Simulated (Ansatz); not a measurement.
Consider BeTe.

The calculation's input:

```
crystal:
  lattice:
    - [0.0, 2.77, 2.77]
    - [2.77, 0.0, 2.77]
    - [2.77, 2.77, 0.0]
  atoms:
    - { symbol: Te, position: [0.75, 0.75, 0.75] }
    - { symbol: Be, position: [0.0, 0.0, 0.0] }
hamiltonian:
  xc: hse06
  pseudopotentials: { kind: paw }
kpoints:
  mp_grid: { grid: [4, 4, 4] }
  band_path:
    path:
      - [[0.0, 0.0, 0.0], [0.5, 0.0, 0.5], [0.5, 0.25, 0.75], [0.375, 0.375, 0.75], [0.0, 0.0, 0.0], [0.5, 0.5, 0.5], [0.625, 0.25, 0.625], [0.5, 0.25, 0.75], [0.5, 0.5, 0.5], [0.375, 0.375, 0.75]]
      - [[0.625, 0.25, 0.625], [0.5, 0.0, 0.5]]
    npoints: 4
scf:
  occupations: { method: fermi_dirac, width: 0.05 }
  n_extra_bands: 6
output:
  forces: true
  stress: true
  eigenvalues: true
  fatbands: false
  write_density: true
  write_potential: true
  elf: true
  volumetric_format: npy
```

Run with:

```sh
ansatz run input.yaml --threads 2 --pin off --max-ram 5632MiB --backend cpu --events-out ev --progress --plain --runs-dir out
```

Below, planes, directions and counts refer to the conventional cell (a = 5.54 Å, b = 5.54 Å, c = 5.54 Å, α = 90.00°, β = 90.00°, γ = 90.00°).

Space group F-43m; computed pressure about 4 GPa in this cell.

All numbers below come from Kohn-Sham DFT of a periodic cell, HSE06, Ansatz PAW in Ansatz 0.2.0.

What can the converged valence pseudo-density and electron localisation function tell about the bonding?

Answer. Be–Te (2.40 Å): the density is about 0.55 e/Å³ at the midpoint; the ELF peaks at about 0.90 between the atoms; a covalent bond.

Does the calculation give a band gap?

Answer. It is gapped, with a Kohn–Sham gap of 2.5 eV on the k-point mesh (the band edges may lie off the mesh, which would make the gap smaller).

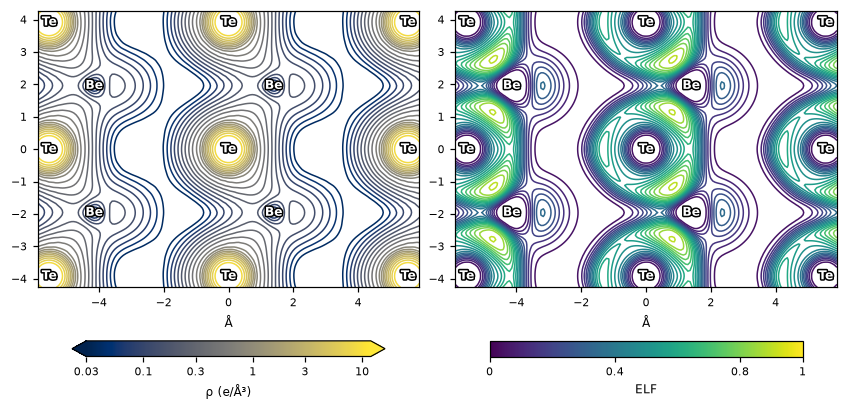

Computed valence pseudo-density and electron localisation function on the (110) plane of the conventional cell, in this order. 

In a PAW calculation such maps are meaningful between the atoms, not at the nuclei.
